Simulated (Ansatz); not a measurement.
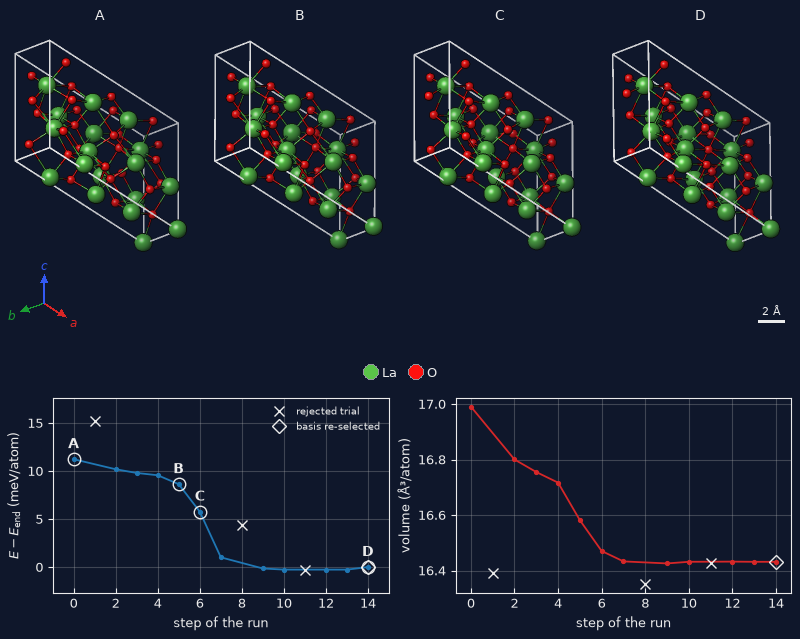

Frames of a relaxation of a crystal of La2O3 (built on the database structure type), marked on the history of the run. The picture is a ball-and-stick view of the conventional cell (2 times the calculation's cell) (origin shifted), seen from a free direction. Lengths and directions refer to the drawn axes.

These are results of DFT, r2SCAN, plane waves, PAW (Ansatz 0.2.0), not measurements.

Input file:
```yaml
crystal:
  lattice:
    - [7.3852060673, -1.9019133303, -0.008800673]
    - [7.3852060673, 1.9019133303, -0.008800673]
    - [-1.6615968595, 0.0, 9.0742681689]
  atoms:
    - { symbol: La, position: [0.3086364619, 0.3086364619, 0.8608228112] }
    - { symbol: La, position: [0.6335994445, 0.6335994445, 0.494251513] }
    - { symbol: La, position: [0.6913635381, 0.6913635381, 0.1391771888] }
    - { symbol: La, position: [0.0326364752, 0.0326364752, 0.8122767323] }
    - { symbol: La, position: [0.3664005555, 0.3664005555, 0.505748487] }
    - { symbol: La, position: [0.9673635248, 0.9673635248, 0.1877232677] }
    - { symbol: O, position: [0.1964047962, 0.1964047962, 0.6315805118] }
    - { symbol: O, position: [0.129299012, 0.129299012, 0.2890965] }
    - { symbol: O, position: [0.5245219073, 0.5245219073, 0.6565427014] }
    - { symbol: O, position: [0.17567526, 0.17567526, 0.9762280362] }
    - { symbol: O, position: [0.82432474, 0.82432474, 0.0237719638] }
    - { symbol: O, position: [0.8035952038, 0.8035952038, 0.3684194882] }
    - { symbol: O, position: [0.4754780927, 0.4754780927, 0.3434572986] }
    - { symbol: O, position: [0.870700988, 0.870700988, 0.7109035] }
    - { symbol: O, position: [0.5, 0.5, 0.0] }
kpoints:
  mp_grid: { grid: [6, 6, 4] }
hamiltonian:
  xc: r2scan
scf:
  occupations: { method: fermi_dirac, width: 0.02 }
relax:
  f_tol: 0.005
  cell: {}
```

**What happens along the run?**

After 10 accepted moves (14 points after the start) the energy has fallen by 11.2 meV per atom. The largest force component goes from 0.037 to 0.00019 eV/Å. Pressure: −1.25 GPa at the start and 0.01 GPa at the end. The line search rejected the trial steps at points 1, 8, 11 of the run. At 1 point the geometry stayed and the basis and grid were re-selected for the new cell (energy shift of 0.3 meV per atom at most each time). The largest moves relative to the cell, 0.71 Å, are those of O7 and O12. O7 goes along [−1 0 1]. Largest moves by element: O 0.71 Å, La 0.29 Å. Cell: a 14.770 → 14.019 Å (−5.1 %), b 3.804 → 3.936 Å (+3.5 %), c 9.225 → 9.164 Å (−0.7 %), β 100.4° → 102.9°. Volume −3.3 %. Among the contacts that change: La2–O14 3.704 → 2.726 Å, La4–O7 3.177 → 2.450 Å, La2–O12 2.951 → 3.675 Å, La4–O14 2.405 → 2.726 Å. New bonds form: La2–O14 (3.70 → 2.73 Å), La5–O8 (3.70 → 2.73 Å). Among the angles between lasting bonds that change: La1–O14–La5 157.8° → 180.0°, La1–O7–La4 90.4° → 106.2°, La2–O7–La4 91.1° → 106.2°. The space group (tolerance 0.01 Å) goes from C2/m (No. 12) to P-3m1 (No. 164). Cost: 82 s on 1 × NVIDIA H100 80GB HBM3 with 2 threads of AMD EPYC 7R13 Processor (Zen 3), on a shared host, peak memory 1.4 GiB. From step 0 to 5: O atoms move most (0.30 Å), volume −2.4 %, energy −2.6 meV per atom. From step 5 to 6: O atoms move most (0.19 Å), volume −0.7 %, energy −2.9 meV per atom. From step 6 to 14: O atoms move most (0.31 Å), volume −0.2 %, energy −5.8 meV per atom.

```tsv
step	E − E(0), meV/atom	largest force component, eV/Å	pressure, GPa	volume, Å³/atom	note
0	0.00	0.0367	-1.25	16.991	
1	3.93	0.3923	2.84	16.391	rejected
2	-1.05	0.0700	-0.04	16.800	
3	-1.43	0.0290	-0.16	16.755	
4	-1.67	0.0352	-0.12	16.717	
5	-2.61	0.1533	0.15	16.581	
6	-5.47	0.2571	0.49	16.470	
7	-10.22	0.1108	0.14	16.433	
8	-6.86	0.5208	0.93	16.350	rejected
9	-11.38	0.0317	0.04	16.426	
10	-11.50	0.0031	0.00	16.432	
11	-11.50	0.0148	0.02	16.429	rejected
12	-11.50	0.0095	0.00	16.432	
13	-11.50	0.0001	0.00	16.431	
14	-11.23	0.0002	0.01	16.431	same geometry, new basis
```
